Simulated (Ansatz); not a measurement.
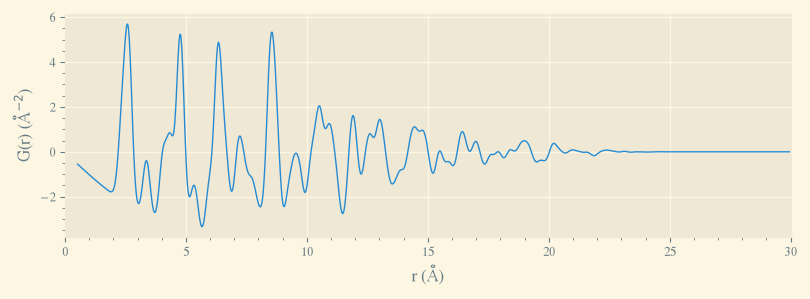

The curve is a calculated X-ray PDF: distances of the static structure, each pair weighted by the product of the atomic numbers (X-ray weights at Q = 0), broadened by Gaussians with σ = 0.15 Å, for spherical particles of Ni with the bulk structure: the bulk G(r) is multiplied by the envelope of a sphere of diameter D, 1 − 3r/2D + r³/2D³, with no surface relaxation. The number density is 0.0859 atoms per Å³. Structure used: coordinates from a relaxation with DFT, BLYP, plane waves (420 eV) with PAW, scalar-relativistic (Ansatz 0.2.0); the starting structure was generated, so it need not be a known form of this composition.

**How large are the particles?**

About 25 Å (2.5 nm): the signal vanishes at r = D, fading from view somewhat earlier.

**Roughly how many atoms does one particle hold?**

About 700 (number density 0.0859 Å⁻³ times πD³/6).
